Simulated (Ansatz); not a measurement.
Start from this file.

```yaml
crystal:
  lattice:
    - [7.45355, 0.00000, 0.00000]
    - [-3.72678, 6.45496, 0.00000]
    - [0.00000, 0.00000, 2.84753]
  atoms:
    - { symbol: Si, position: [0.23419, 0.82791, 0.75000] }
    - { symbol: Si, position: [0.40628, 0.23419, 0.25000] }
    - { symbol: Si, position: [0.82791, 0.59372, 0.25000] }
    - { symbol: Si, position: [0.17209, 0.40628, 0.75000] }
    - { symbol: Si, position: [0.59372, 0.76581, 0.75000] }
    - { symbol: Si, position: [0.76581, 0.17209, 0.25000] }
    - { symbol: N, position: [0.33333, 0.66667, 0.75000] }
    - { symbol: N, position: [0.66667, 0.33333, 0.25000] }
    - { symbol: N, position: [0.97216, 0.67051, 0.75000] }
    - { symbol: N, position: [0.30165, 0.97216, 0.25000] }
    - { symbol: N, position: [0.67051, 0.69835, 0.25000] }
    - { symbol: N, position: [0.32949, 0.30165, 0.75000] }
    - { symbol: N, position: [0.02784, 0.32949, 0.25000] }
    - { symbol: N, position: [0.69835, 0.02784, 0.75000] }
```

### Give a crystallographic description of this input.

The material is Si3N4. The lattice is primitive hexagonal and the space group P6_3/m (No. 176). Atoms per cell: 14 (6 Si, 8 N). The polyhedra are SiN4 tetrahedra; they share corners. The neighbours of Si are four N in a tetrahedral arrangement at 1.70 Å. N is linked to three Si in a distorted trigonal planar arrangement at 1.70 Å. The bonds build a three-dimensional framework.

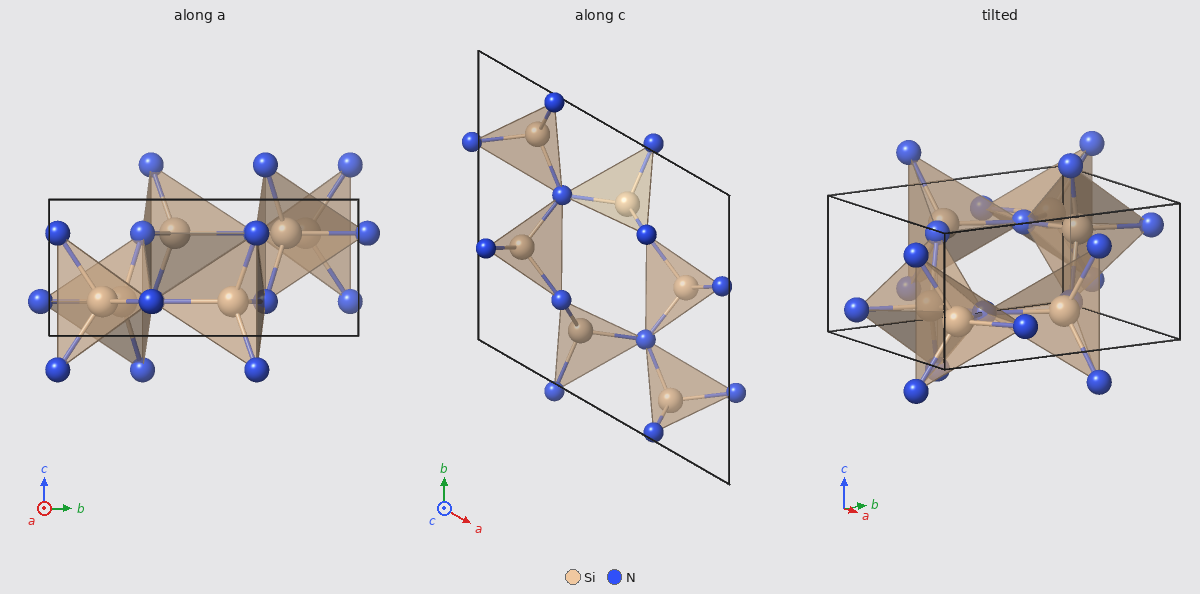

We look at a polyhedral model of the crystal along the a axis, along the c axis and slightly off an axis. The conventional unit cell is drawn as a box. A few atoms beyond the faces are included.

Provenance: a structure listed in the Materials Project. The cell was then strained or its atoms displaced on purpose. Ansatz was used for an electronic-structure calculation on it.

At this level of theory the cell isn't at rest (compressed, at 23 GPa), so its distances can differ from those at equilibrium, the more so the softer the solid.
